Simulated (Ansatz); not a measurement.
## WSe: geometry relaxation (part 1 of 3)

The run: geometry relaxation of WSe (Fm-3m, 2 atoms in the cell). Method and program: DFT PBE, scalar-relativistic, plane waves, PAW, spin-polarised (Ansatz 0.2.0).

The structure was made by swapping elements on the sites of another compound; it need not be a known phase. It belongs to a series of runs on one base structure; here: rock salt type (Fm-3m, No. 225).

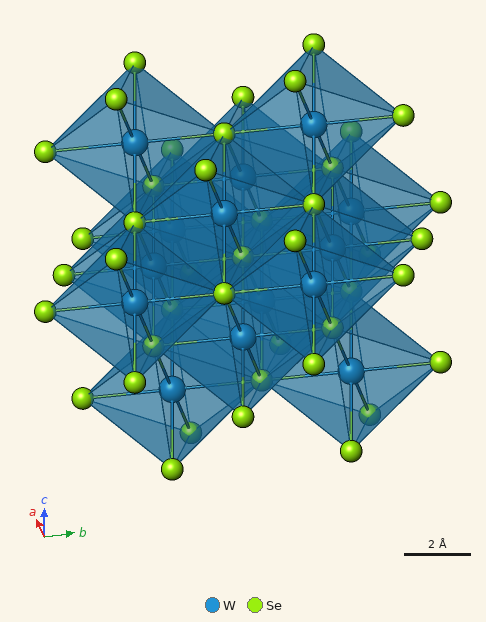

*The structure as given in the input (polyhedral view of the cell 4 times as large as that of the calculation, set on its symmetry axes, seen at an oblique angle; polyhedra are completed across the faces of the cell).*

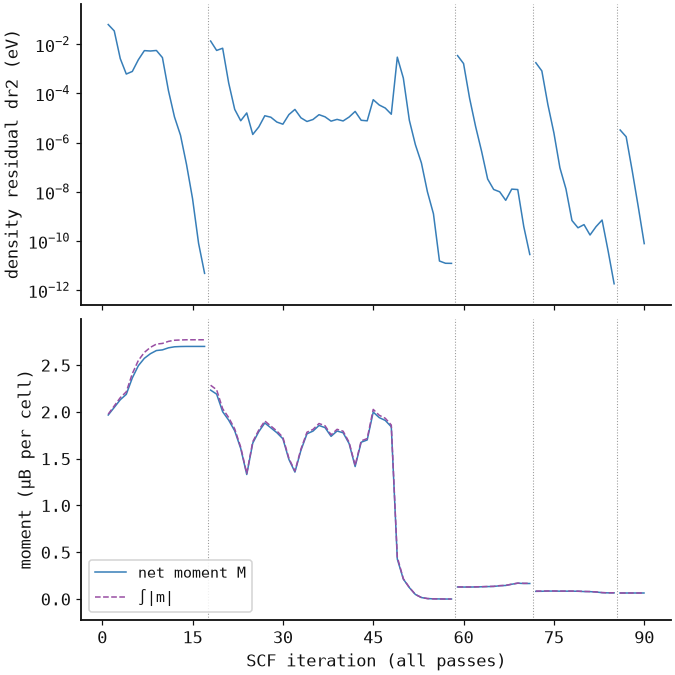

*Convergence of the self-consistent field: density residual dr2 and magnetic moment against the SCF iteration. The dotted lines part the SCF passes of the relaxation: geometry steps, rejected trials and re-solves on a re-selected basis.*

The 5 passes take 5 to 41 iterations each, 90 in all. The net moment goes from 2.0 to 0.1 μB per cell, with excursions between 0.0 and 2.7 on the way.

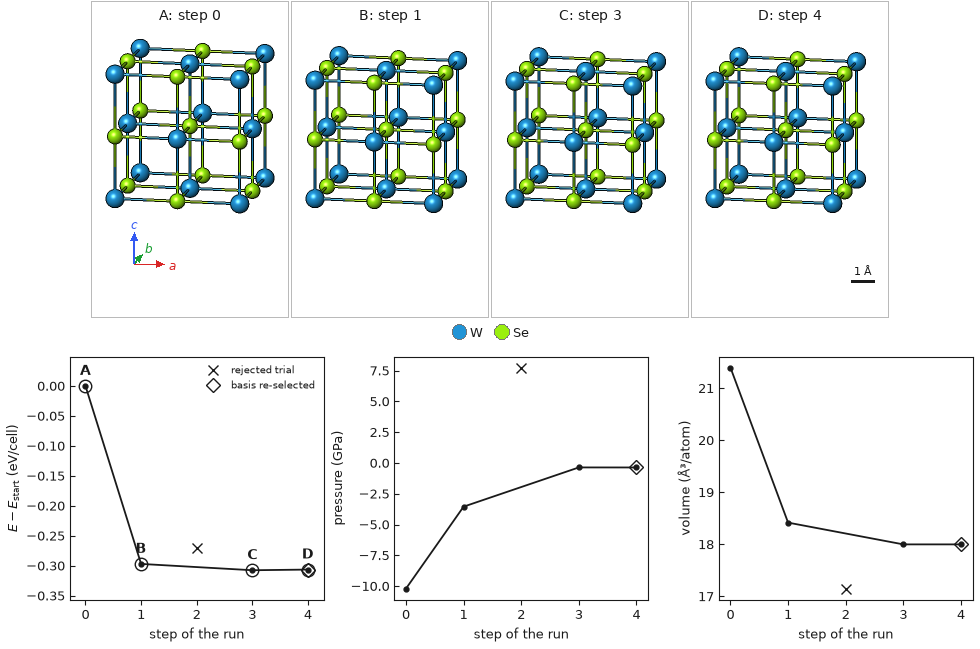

*Frames of the relaxation (ball-and-stick view of the cell 4 times as large as that of the calculation, set on its symmetry axes, seen slightly off an axis) above the curves, on which the letters mark them (the first geometry is step 0 here and step 1 in the log).*

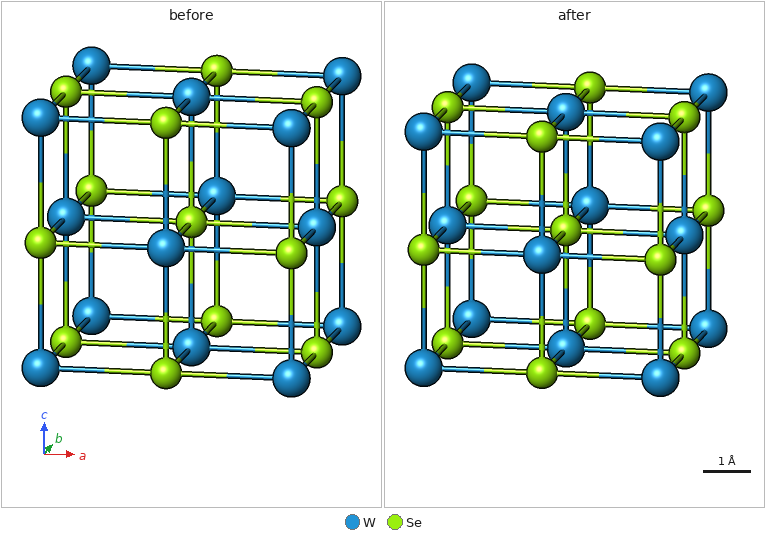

*Before (left) and after (right) the relaxation, at one scale (ball-and-stick view of the cell 4 times as large as that of the calculation, set on its symmetry axes, seen slightly off an axis).*

The energy falls by 0.308 eV per cell of the calculation in 3 geometry steps. All forces vanish by symmetry, so only the cell relaxes. The pressure goes from −10.21 to −0.37 GPa. The line search rejected the trial step at point 2 (counted from 0) and went back. The atoms keep their places relative to the cell (all moves are under 0.005 Å). Cell: a = b = c 5.552 → 5.241 Å (−5.6 %). Volume −15.9 %. Among the contacts that change: W1–Se2 2.776 → 2.621 Å. The space group stays Fm-3m (No. 225). A last SCF at the same geometry on a re-selected plane-wave basis shifts the energy by +1.1 meV per cell of the calculation. (Atoms are counted from 1 in the order of the input.)

The input and output of the run follow.

The input
```yaml
crystal:
  lattice:
    - [0.0, 2.7761939885, 2.7761939885]
    - [2.7761939885, 0.0, 2.7761939885]
    - [2.7761939885, 2.7761939885, 0.0]
  atoms:
    - { symbol: W, position: [0.0, 0.0, 0.0], spin: 2.19 }
    - { symbol: Se, position: [0.5, 0.5, 0.5] }
basis:
  ecutwfc: 420
kpoints:
  mp_grid: { grid: [6, 6, 6] }
hamiltonian:
  xc: pbe
scf:
  occupations: { method: gaussian, width: 0.1 }
  lower_state_search: "off"
output:
  forces: true
  stress: true
  eigenvalues: true
  populations: true
magnetization:
  spin_polarized: true
relax:
  adjacent_minimum: "off"
  f_tol: 0.04
  max_steps: 70
  cell: { stress_tol: 0.4 }
```

Run as:
```bash
ansatz run input.yaml --threads 1 --pin off --max-ram 2560MiB --backend cpu --events-out ev --progress --plain --runs-dir out
```

Output
```
Engine: ansatz 0.2.0, x86_64-unknown-linux-gnu
Pseudopotentials: kind: paw
Pseudopotential: W, paw, valence charge 14, recommended cutoff 420 eV (normal), W.paw.azcp
Pseudopotential: Se, paw, valence charge 16, recommended cutoff 420 eV (normal), Se.paw.azcp
Functional definition: PBE
  parameter kappa = 0.804
  parameter beta = 0.06672455060314922
  exchange = pbe_x(kappa = kappa, mu = beta*pi^2/3)
  correlation = pbe_c(beta = beta)
Crystal: 2 atoms, lattice volume = 42.794 Å³
Basis set: ecut = 420 eV, 869 PW (Γ), exchange–correlation on 54×54×54 points (8 copies of the dense FFT grid, shifted against one another)
Bands: 21, of which v1, the nominal top of the filled ones, is band 15 counted from 1 (14 counted from 0)
Symmetry: 48 space group operations
Space group: Fm-3m (ITA 225), of the structure as read, at distance tolerance 3.5e-5 Å
Magnetic group: BNS 225.116 (UNI 1618), of the structure as read, at distance tolerance 3.5e-5 Å
k-points: 16 of 216
Non-local potential: W, projectors of the file, l = 0: 3, l = 1: 2, l = 2: 2, l = 3: 1
Non-local potential: Se, projectors of the file, l = 0: 2, l = 1: 2, l = 2: 3, l = 3: 1
PAW form: soft (Blöchl's): semilocal exchange-correlation on the pseudo side does not see the compensation charge
PAW one-centre angular grid: W, 590 points (default); XC on 64 Gauss nodes
PAW one-centre angular grid: Se, 590 points (default); XC on 64 Gauss nodes
Initial density: superposition of atomic densities (chi_scale 0.1, normalization cell)
Starting moments: Σ|m| = 2.19 μB on 1 of 2 sites
Initial wavefunctions: pseudopotential atomic-orbital guess
Functional: x = pbe(κ = 0.804, μ = 0.2195149727645171), c = pbe(β = 0.06672455060314922)
iter 1 solved again at ethr=2.12e-4 eV; its pass at ethr=3.10e-3 eV (dr2=6.36e-2 eV) is discarded
SCF iter   1: F=—  HF=-15850.943382 eV  |F-HF|=—  |Δ(HF+E_count)|=         —  Δρ=3.82e-2 (↑3.82e-2 ↓3.68e-2)  dr2=6.38e-2  dr2_m=5.15e-1  M=1.967 μB ∫|m|=1.976 μB  β_m=0.30  ethr=2.12e-4  ⟨swp⟩=1.0  Hψ=4058  notcnv=0
preconditioner: auto → Kerker (q_TF=auto, 2.571 Å⁻¹)  [metal: Δε(μ)=0.053 eV  Ē_g=8.819 eV  σ=0.100 eV  W_gap=0.29  n_scr=14 (ndim 8)  ℏωp=19.7 eV  f_vac=0.000  D(μ)=3.54/eV (n_scr^D=50)]
spin=Collinear: Kerker preconditioning applied to the charge; magnetization (m = ρ↑ − ρ↓) channel mixes plain (no charge-response kernel on spin).
SCF iter   2: F=—  HF=-15851.050924 eV  |F-HF|=—  |Δ(HF+E_count)|=   1.08e-1  Δρ=2.67e-2 (↑2.67e-2 ↓2.63e-2)  dr2=3.51e-2  dr2_m=2.53e-1  M=2.048 μB ∫|m|=2.064 μB  β_m=0.30  ethr=2.12e-4  ⟨swp⟩=1.6  Hψ=848  notcnv=0
SCF iter   3: F=—  HF=-15851.119994 eV  |F-HF|=—  |Δ(HF+E_count)|=   6.91e-2  Δρ=1.84e-2 (↑1.70e-2 ↓1.84e-2)  dr2=2.62e-3  dr2_m=1.22e-1  M=2.130 μB ∫|m|=2.152 μB  β_m=0.30  ethr=1.17e-4  ⟨swp⟩=2.2  Hψ=1057  notcnv=0
SCF iter   4: F=—  HF=-15851.156288 eV  |F-HF|=—  |Δ(HF+E_count)|=   3.63e-2  Δρ=1.28e-2 (↑1.24e-2 ↓1.28e-2)  dr2=6.18e-4  dr2_m=6.22e-2  M=2.188 μB ∫|m|=2.215 μB  β_m=1.00  ethr=8.72e-6  ⟨swp⟩=2.0  Hψ=1071  notcnv=0
SCF iter   5: F=—  HF=-15851.210828 eV  |F-HF|=—  |Δ(HF+E_count)|=   5.45e-2  Δρ=4.59e-3 (↑4.59e-3 ↓3.74e-3)  dr2=7.87e-4  dr2_m=6.52e-3  M=2.363 μB ∫|m|=2.409 μB  β_m=1.00  ethr=2.06e-6  ⟨swp⟩=3.1  Hψ=1513  notcnv=0
SCF iter   6: F=—  HF=-15851.222578 eV  |F-HF|=—  |Δ(HF+E_count)|=   1.18e-2  Δρ=4.20e-3 (↑4.20e-3 ↓2.70e-3)  dr2=2.35e-3  dr2_m=3.98e-3  M=2.494 μB ∫|m|=2.550 μB  β_m=1.00  ethr=2.06e-6  ⟨swp⟩=2.0  Hψ=1225  notcnv=0  defer=1
SCF iter   7: F=—  HF=-15851.228389 eV  |F-HF|=—  |Δ(HF+E_count)|=   5.81e-3  Δρ=3.79e-3 (↑3.79e-3 ↓1.56e-3)  dr2=5.54e-3  dr2_m=1.92e-3  M=2.573 μB ∫|m|=2.636 μB  β_m=1.00  ethr=2.06e-6  ⟨swp⟩=2.0  Hψ=1080  notcnv=0  defer=1
SCF iter   8: F=—  HF=-15851.230405 eV  |F-HF|=—  |Δ(HF+E_count)|=   2.02e-3  Δρ=3.16e-3 (↑3.16e-3 ↓1.26e-3)  dr2=5.34e-3  dr2_m=8.70e-4  M=2.622 μB ∫|m|=2.690 μB  β_m=1.00  ethr=2.06e-6  ⟨swp⟩=2.1  Hψ=1043  notcnv=0  defer=2
SCF iter   9: F=—  HF=-15851.231462 eV  |F-HF|=—  |Δ(HF+E_count)|=   1.06e-3  Δρ=2.90e-3 (↑2.90e-3 ↓1.29e-3)  dr2=5.62e-3  dr2_m=4.98e-4  M=2.656 μB ∫|m|=2.725 μB  β_m=0.30  ethr=2.06e-6  ⟨swp⟩=1.8  Hψ=800  notcnv=0  defer=2
Mixer restart at iter 9: flushing history
spin-set hold released at iteration 9 (site moments contracting): the magnetisation degrees of freedom join the quasi-Newton model from the next iteration; the mixer history was flushed
SCF iter  10: F=—  HF=-15851.231217 eV  |F-HF|=—  |Δ(HF+E_count)|=   2.45e-4  Δρ=2.14e-3 (↑2.14e-3 ↓9.97e-4)  dr2=2.88e-3  dr2_m=3.06e-4  M=2.663 μB ∫|m|=2.732 μB  β_m=0.65  ethr=2.06e-6  ⟨swp⟩=2.3  Hψ=910  notcnv=0  defer=2
SCF iter  11: F=—  HF=-15851.231212 eV  |F-HF|=—  |Δ(HF+E_count)|=   5.51e-6  Δρ=4.24e-4 (↑4.24e-4 ↓3.18e-4)  dr2=1.30e-4  dr2_m=3.10e-5  M=2.685 μB ∫|m|=2.754 μB  β_m=0.82  ethr=2.06e-6  ⟨swp⟩=2.0  Hψ=1074  notcnv=0  defer=2
SCF iter  12: F=—  HF=-15851.231273 eV  |F-HF|=—  |Δ(HF+E_count)|=   6.15e-5  Δρ=1.28e-4 (↑1.05e-4 ↓1.28e-4)  dr2=1.11e-5  dr2_m=3.47e-6  M=2.696 μB ∫|m|=2.766 μB  β_m=0.88  ethr=4.32e-7  ⟨swp⟩=2.8  Hψ=1090  notcnv=0  defer=2
SCF iter  13: F=—  HF=-15851.231283 eV  |F-HF|=—  |Δ(HF+E_count)|=   9.23e-6  Δρ=5.41e-5 (↑5.41e-5 ↓4.38e-5)  dr2=2.00e-6  dr2_m=5.75e-7  M=2.699 μB ∫|m|=2.769 μB  β_m=0.82  ethr=3.69e-8  ⟨swp⟩=2.0  Hψ=1117  notcnv=0  defer=2
SCF iter  14: F=—  HF=-15851.231283 eV  |F-HF|=—  |Δ(HF+E_count)|=   3.22e-7  Δρ=1.39e-5 (↑1.39e-5 ↓1.39e-5)  dr2=1.29e-7  dr2_m=4.10e-8  M=2.700 μB ∫|m|=2.771 μB  β_m=0.91  ethr=6.67e-9  ⟨swp⟩=2.0  Hψ=1117  notcnv=0  defer=2
iter 15 did not close the SCF: its close was put off until two iterations running show no level that it waits for move by more than its bar (scf_convergence_deferred on its scf_iter line)
SCF iter  15: F=-15851.231283 eV  HF=-15851.231283 eV  |F-HF|=5.02e-9  |Δ(HF+E_count)|=   1.79e-7  Δρ=3.18e-6 (↑3.18e-6 ↓2.80e-6)  dr2=5.25e-9  dr2_m=1.65e-9  M=2.700 μB ∫|m|=2.771 μB  β_m=0.96  ethr=3.33e-10  ⟨swp⟩=6.1  Hψ=2593  notcnv=0
iter 16 did not close the SCF: its close was put off until two iterations running show no level that it waits for move by more than its bar (scf_convergence_deferred on its scf_iter line)
SCF iter  16: F=-15851.231283 eV  HF=-15851.231283 eV  |F-HF|=1.46e-10  |Δ(HF+E_count)|=   8.88e-9  Δρ=4.76e-7 (↑4.76e-7 ↓4.01e-7)  dr2=8.04e-11  dr2_m=3.99e-11  M=2.700 μB ∫|m|=2.771 μB  β_m=0.98  ethr=1.75e-11  ⟨swp⟩=1.9  Hψ=2003  notcnv=0
SCF iter  17: F=-15851.231283 eV  HF=-15851.231283 eV  |F-HF|=0.00e0  |Δ(HF+E_count)|=  2.00e-10  Δρ=1.38e-7 (↑1.38e-7 ↓1.01e-7)  dr2=4.78e-12  dr2_m=4.24e-12  M=2.700 μB ∫|m|=2.771 μB  ethr=1.00e-12  ⟨swp⟩=1.0  Hψ=1529  notcnv=0
SCF 1 converged in 17 iterations: F = -15851.231283 eV  dr2 = 4.78e-12
  greatest PAW one-centre occupation: 1.000 electrons in one spin orbital (limit 2), on the Se atom at site 1 (counted from 0), in its partial waves of l = 2
relax step   1: F+E_penalty+E_count = -15851.23128301 eV  Δ(F+E_penalty+E_count) = +0.000e0 eV  max|allowed force component| = 1.524e-30 eV/Å  Δτ_max = 0.0000 Å  P = -10.207 GPa  Ω = 42.794 Å³  (17 SCF iters, dr2 threshold 1.00e-7 eV, accepted)
Crystal: 2 atoms, lattice volume = 36.835 Å³
Basis set: ecut = 420 eV, 725 PW (Γ), exchange–correlation on 54×54×54 points (8 copies of the dense FFT grid, shifted against one another)
Initial density: handed on by an earlier stage of this run
Starting moments: Σ|m| = 2.19 μB on 1 of 2 sites; this step starts from the density that it was given
Initial wavefunctions: those handed on with the density
iter 1 solved again at ethr=4.57e-5 eV; its pass at ethr=3.10e-3 eV (dr2=1.37e-2 eV) is discarded
```
